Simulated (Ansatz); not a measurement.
## Single-point calculation of SiO2

The run: single-point calculation of SiO2 (P4₁2₁2, 12 atoms in the cell). Method and program: DFT PBE, scalar-relativistic, plane waves, PAW, no spin polarisation (Ansatz 0.2.0).

The structure derives from a Materials Project entry. Figures and captions count atoms from 1; the log counts them from 0 in places.

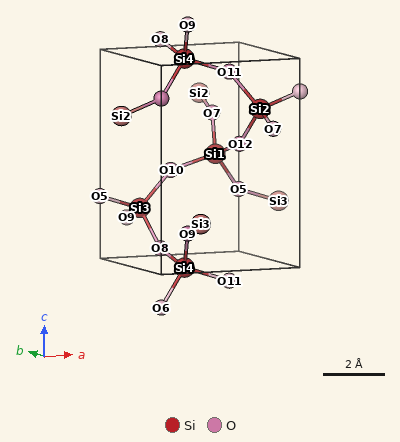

*The structure as given in the input (ball-and-stick view of the cell of the calculation, seen slightly off an axis; neighbours outside the cell are drawn fainter; atoms are numbered from 1 in the order of the input). An atom can appear more than once, as a periodic image.*

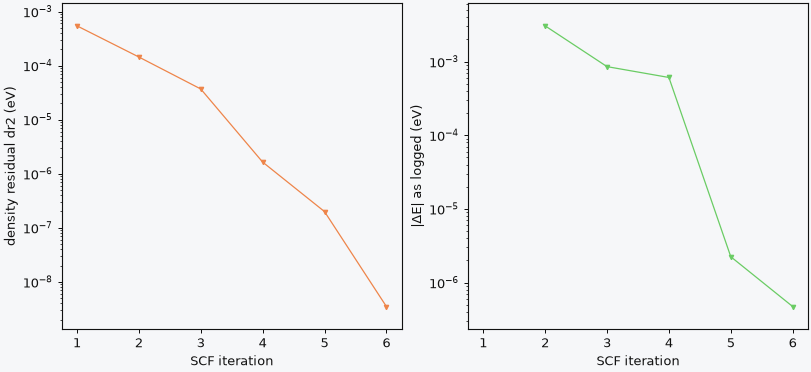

*Convergence of the self-consistent field: density residual dr2 and size of the energy change against the SCF iteration.*

The residual falls at every step.

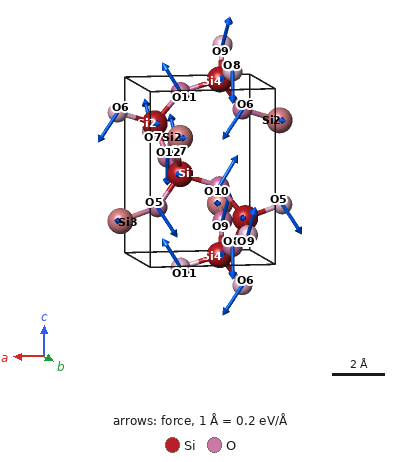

*Forces on the atoms as blue arrows (ball-and-stick view of the cell of the calculation, seen at an oblique angle; neighbours outside the cell are drawn fainter; atoms are numbered from 1 in the order of the input).*

The largest act on all 8 O atoms (0.29 eV/Å). The geometry is not a stationary point of this energy.

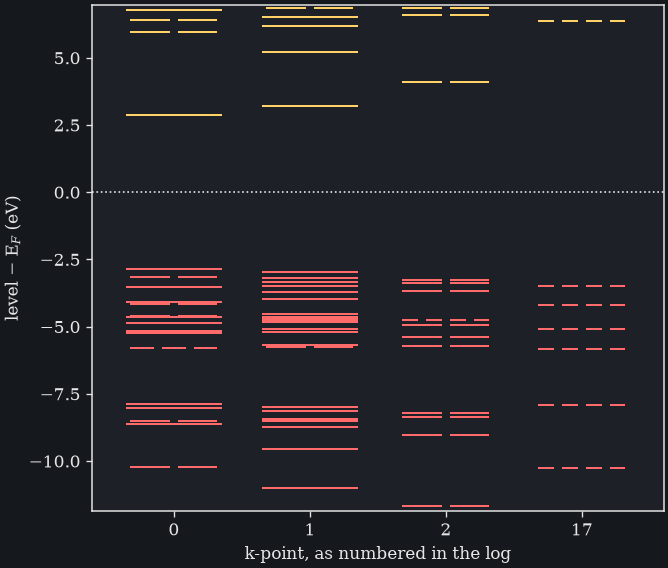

*Kohn–Sham levels near the Fermi level (dotted) at the few k-points that the log prints; levels within 0.02 eV of each other stand side by side.*

Among these points the highest filled and lowest empty levels are 5.71 eV apart, which is the gap on the mesh.

These pictures come from the run below.

Input
```yaml
crystal:
  lattice:
    - [4.99264721, 0.0, 0.0]
    - [0.0, 4.99264721, 0.0]
    - [0.0, 0.0, 6.93392642]
  atoms:
    - { symbol: Si, position: [0.6986584, 0.6986584, 0.5] }
    - { symbol: Si, position: [0.8013416, 0.1986584, 0.75] }
    - { symbol: Si, position: [0.1986584, 0.8013416, 0.25] }
    - { symbol: Si, position: [0.3013416, 0.3013416, 0.0] }
    - { symbol: O, position: [0.89356859, 0.76138645, 0.32010849] }
    - { symbol: O, position: [0.10643141, 0.23861355, 0.82010849] }
    - { symbol: O, position: [0.76138645, 0.89356859, 0.67989151] }
    - { symbol: O, position: [0.26138645, 0.60643141, 0.07010849] }
    - { symbol: O, position: [0.23861355, 0.10643141, 0.17989151] }
    - { symbol: O, position: [0.39356859, 0.73861355, 0.42989151] }
    - { symbol: O, position: [0.60643141, 0.26138645, 0.92989151] }
    - { symbol: O, position: [0.73861355, 0.39356859, 0.57010849] }
basis:
  ecutwfc: 420
kpoints:
  mp_grid: { grid: [4, 4, 4] }
hamiltonian:
  xc: pbe
scf:
  occupations: { method: gaussian, width: 0.1 }
output:
  forces: true
  stress: true
  eigenvalues: true
```

Command:
```bash
ansatz run input.yaml --threads 4 --pin off --max-ram 10240MiB --backend cpu --events-out ev --progress --plain --runs-dir out
```

The program's output
```
Engine: ansatz 0.2.0, x86_64-unknown-linux-gnu
Pseudopotentials: kind: paw
Pseudopotential: Si, paw, valence charge 4, recommended cutoff 420 eV (normal), Si.paw.azcp
Pseudopotential: O, paw, valence charge 6, recommended cutoff 420 eV (normal), O.paw.azcp
Functional definition: PBE
  parameter kappa = 0.804
  parameter beta = 0.06672455060314922
  exchange = pbe_x(kappa = kappa, mu = beta*pi^2/3)
  correlation = pbe_c(beta = beta)
Crystal: 12 atoms, lattice volume = 172.839 Å³
Basis set: ecut = 420 eV, 3379 PW (Γ), exchange–correlation on 72×72×96 points (8 copies of the dense FFT grid, shifted against one another)
Bands: 44, of which v1, the nominal top of the filled ones, is band 32 counted from 1 (31 counted from 0)
Symmetry: 8 space group operations
Space group: P41212 (ITA 92), of the structure as read, at distance tolerance 5.6e-5 Å
k-points: 18 of 64
Non-local potential: Si, projectors of the file, l = 0: 2, l = 1: 2, l = 2: 2
Non-local potential: O, projectors of the file, l = 0: 2, l = 1: 2, l = 2: 1
PAW form: soft (Blöchl's): semilocal exchange-correlation on the pseudo side does not see the compensation charge
PAW one-centre angular grid: Si, 110 points (default); XC on 64 Gauss nodes
PAW one-centre angular grid: O, 110 points (default); XC on 64 Gauss nodes
Initial density: superposition of atomic densities (neutral atoms: chi_scale 0, normalization atom), corrected by the library's trained network
Initial wavefunctions: pseudopotential atomic-orbital guess
Functional: x = pbe(κ = 0.804, μ = 0.2195149727645171), c = pbe(β = 0.06672455060314922)
SCF iter   1: F=—  HF=-7096.294796 eV  |F-HF|=—  |Δ(HF+E_count)|=         —  Δρ=1.03e-3  dr2=5.43e-4  ethr=1.77e-3  ⟨swp⟩=7.1  Hψ=4222  notcnv=0  defer=16
preconditioner: auto → Resta (q_TF=auto, 2.312 Å⁻¹)  ε∞=2.8  [insulator: Δε(μ)=5.709 eV  Ē_g=16.729 eV  σ=0.100 eV  W_gap=1.00  n_scr=36 (ndim 8)  ℏωp=22.6 eV  f_vac=0.227  D(μ)=0.00/eV (n_scr^D=0)  ε∞_Penn≈2.8]
SCF iter   2: F=—  HF=-7096.297856 eV  |F-HF|=—  |Δ(HF+E_count)|=   3.06e-3  Δρ=5.34e-4  dr2=1.44e-4  ethr=8.48e-7  ⟨swp⟩=2.2  Hψ=1500  notcnv=0  defer=21
SCF iter   3: F=—  HF=-7096.298711 eV  |F-HF|=—  |Δ(HF+E_count)|=   8.55e-4  Δρ=2.13e-4  dr2=3.69e-5  ethr=2.26e-7  ⟨swp⟩=2.0  Hψ=1269  notcnv=0  defer=8
automatic band count: iteration 3 solves 41 bands in place of 44: the levels show a gap, and the empty bands left out lie too high to hold charge; the band table lists the bands solved (type scf.n_extra_bands for more)
SCF iter   4: F=—  HF=-7096.299321 eV  |F-HF|=—  |Δ(HF+E_count)|=   6.09e-4  Δρ=3.93e-5  dr2=1.64e-6  ethr=5.77e-8  ⟨swp⟩=2.0  Hψ=1112  notcnv=0  defer=8
SCF iter   5: F=—  HF=-7096.299323 eV  |F-HF|=—  |Δ(HF+E_count)|=   2.24e-6  Δρ=1.30e-5  dr2=1.99e-7  ethr=2.57e-9  ⟨swp⟩=2.3  Hψ=1239  notcnv=0  defer=8
SCF iter   6: F=-7096.299324 eV  HF=-7096.299324 eV  |F-HF|=7.09e-9  |Δ(HF+E_count)|=   4.72e-7  Δρ=1.42e-6  dr2=3.49e-9  ethr=1.56e-10  ⟨swp⟩=9.3  Hψ=3419  notcnv=0
SCF 1 converged in 6 iterations: F = -7096.299324 eV  dr2 = 3.49e-9
  greatest PAW one-centre occupation: 0.862 electrons in one spin orbital (limit 2), on the O atom at site 10 (counted from 0), in its partial waves of l = 0
SCF converged after 6 iterations
Free energy (F): -7096.299324 eV
Harris-Foulkes:  -7096.299324 eV  (|F-HF|=7.09e-9)
Internal energy: -7096.299324 eV  (E = F + TS)
E sigma→0 (E₀):  -7096.299324 eV
Fermi energy:    4.211509 eV
--- Per-component energies (eV) ---
  E_band       = -356.322828
  E_kinetic    = 1612.434184
  E_local      = -4516.109006  (includes V_loc(G=0)·N_el)
  E_nonlocal   = 481.511744
  E_hartree    = 1660.877709
  E_xc         = -817.490937
  E_vxc        = -948.880020  (∫ρ·V_xc dr)
  E_paw        = -3325.609066  (= ΣΔE_a)
  E_vpaw       = -307.056524  (= ΣTr[D̂ρ^β])
  E_aug_tail   = 0.020865  (compensation charges beyond the density's cutoff)
  E_ewald      = -2191.934815
  E_smearing   = -0.000000  (= −TS)
  E_closure    = -0.000000  (closes the sum)
  Σ components = -7096.299324   (vs F -7096.299324, Δ=0.00e0)
--- Forces (eV/Å), atoms counted from 1 ---
  atom   1  Si     0.04232406     0.04232406     0.00000000
  atom   2  Si    -0.04232406     0.04232406     0.00000000
  atom   3  Si     0.04232406    -0.04232406    -0.00000000
  atom   4  Si    -0.04232406    -0.04232406    -0.00000000
  atom   5  O     -0.15383328     0.02855839    -0.24046200
  atom   6  O      0.15383328    -0.02855839    -0.24046200
  atom   7  O      0.02855839    -0.15383328     0.24046200
  atom   8  O      0.02855839     0.15383328    -0.24046200
  atom   9  O     -0.02855839     0.15383328     0.24046200
  atom  10  O     -0.15383328    -0.02855839     0.24046200
  atom  11  O      0.15383328     0.02855839     0.24046200
  atom  12  O     -0.02855839    -0.15383328    -0.24046200
  max |Σ_I F_I| component: 5.20e-17 eV/Å
--- Stress (GPa, compression-positive) ---
        4.586270       0.000000       0.000000
        0.000000       4.586270       0.000000
        0.000000       0.000000       4.861482
  P = ⅓ Tr σ = 4.6780 GPa (46.780 kbar)
--- Band table (eV; the first three rows and the last of 18) ---
  k-point 0: bands = ["-18.0919", "-17.1885", "-17.1885", "-16.0227", "-15.9859", "-15.9769", "-15.9681", "-15.9681", "-8.1397", "-6.0252", "-6.0252", "-4.4235", "-4.3162", "-4.3162", "-3.8178", "-3.6744", "-1.6006", "-1.5821", "-1.5821", "-1.0356", "-0.9343", "-0.6485", "-0.4305", "-0.4059", "-0.4059", "0.0542", "0.0542", "0.1122", "0.6738", "1.0612", "1.0612", "1.3541", "7.0689", "10.1748", "10.1748", "10.6302", "10.6302", "11.0080", "11.4095", "12.4626", "12.4739"]
  k-point 1: bands = ["-18.0286", "-17.5548", "-16.7867", "-16.1276", "-15.9831", "-15.9758", "-15.9706", "-15.9695", "-7.9632", "-6.7882", "-5.3245", "-4.5157", "-4.2875", "-4.2095", "-3.9226", "-3.7750", "-1.5496", "-1.5420", "-1.4636", "-0.9863", "-0.8682", "-0.6280", "-0.5851", "-0.4957", "-0.4407", "-0.3156", "0.2438", "0.4939", "0.7189", "0.8658", "1.0305", "1.2407", "7.4184", "9.4298", "10.3929", "10.7363", "11.0597", "11.0674", "11.2261", "12.1641", "12.2327"]
  k-point 2: bands = ["-17.8441", "-17.8441", "-16.4077", "-16.4077", "-15.9766", "-15.9766", "-15.9728", "-15.9728", "-7.4773", "-7.4773", "-4.8066", "-4.8066", "-4.1310", "-4.1310", "-4.0005", "-4.0005", "-1.4972", "-1.4972", "-1.1656", "-1.1656", "-0.7229", "-0.7229", "-0.5448", "-0.5448", "-0.5432", "-0.5432", "0.5342", "0.5342", "0.8243", "0.8243", "0.9612", "0.9612", "8.3167", "8.3167", "10.8145", "10.8145", "11.0540", "11.0540", "11.7555", "11.7555", "11.9145"]
  k-point 17: bands = ["-17.1558", "-17.1558", "-17.1558", "-17.1558", "-16.0399", "-16.0399", "-16.0399", "-16.0399", "-6.0570", "-6.0570", "-6.0570", "-6.0570", "-3.7004", "-3.7004", "-3.7004", "-3.7004", "-1.6227", "-1.6227", "-1.6227", "-1.6227", "-0.8847", "-0.8847", "-0.8847", "-0.8847", "0.0132", "0.0132", "0.0132", "0.0132", "0.7372", "0.7372", "0.7372", "0.7372", "10.5806", "10.5806", "10.5806", "10.5806", "11.2091", "11.2091", "11.2091", "11.2091", "11.7353"]
```

Key numbers

```csv
quantity,value
outcome,converged
space group (tolerance 0.01 Å),P4₁2₁2 (92)
electrons treated,64
free energy,−7096.2993 eV
Fermi energy,4.212 eV
gap on the k-point mesh,5.71 eV
pressure,4.68 GPa
largest force (length of the vector),0.287 eV/Å
hardware,"4 threads of Intel Xeon @ 2.50GHz (Skylake/Cascade Lake), 189 GiB of memory available, shared host"
wall time,4.3 s (CPU time 15 s)
peak memory,0.5 GiB
```
